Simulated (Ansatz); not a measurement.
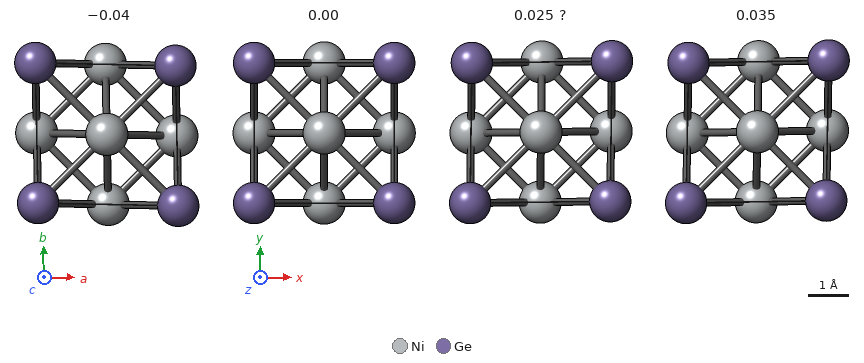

Energy scan for crystalline Ni3Ge (Pm-3m), in which the cell is strained in shear in the xy plane, with the atoms kept at their fractional coordinates. x, y and z are the Cartesian axes of the input. Style: ball-and-stick. Shown: the cell of the calculation, along the c axis.

Computed with DFT PBEsol, scalar-relativistic, plane waves, PAW in Ansatz 0.2.0. Set-up: plane-wave cutoff 420 eV; k-point mesh 14 × 14 × 14; occupations gaussian; smearing width 0.15 eV; no spin polarisation. Energies (free energies at the smearing named) are counted from the relaxed crystal.

```csv
engineering shear strain,E − E(ref) (meV/atom)
−0.040,6.68
−0.020,1.67
0.000,0.00
0.005,0.10
0.010,0.42
0.015,0.94
0.025,?
0.030,3.75
0.035,5.11
```

Question: Fill in the missing row.

Answer: A straight line between the two neighbours gives 2.81 meV/atom. A cubic through the four nearest rows (0.010, 0.015, 0.030, 0.035) gives, with Lagrange weights, (−0.2000)(0.42) + (0.5000)(0.94) + (1.0000)(3.75) + (−0.3000)(5.11) = 2.60 meV/atom. The calculation gives 2.60 meV/atom, so the cubic is right to the digits shown and the straight line 0.21 meV/atom too high, as the curve bends upwards here.

The whole profile:

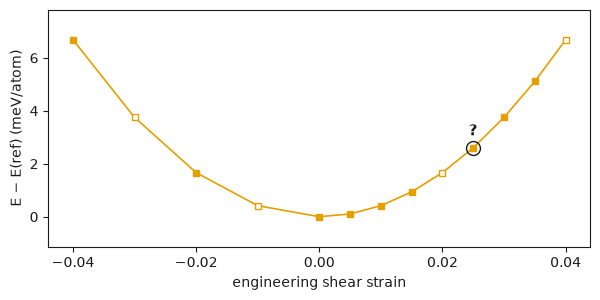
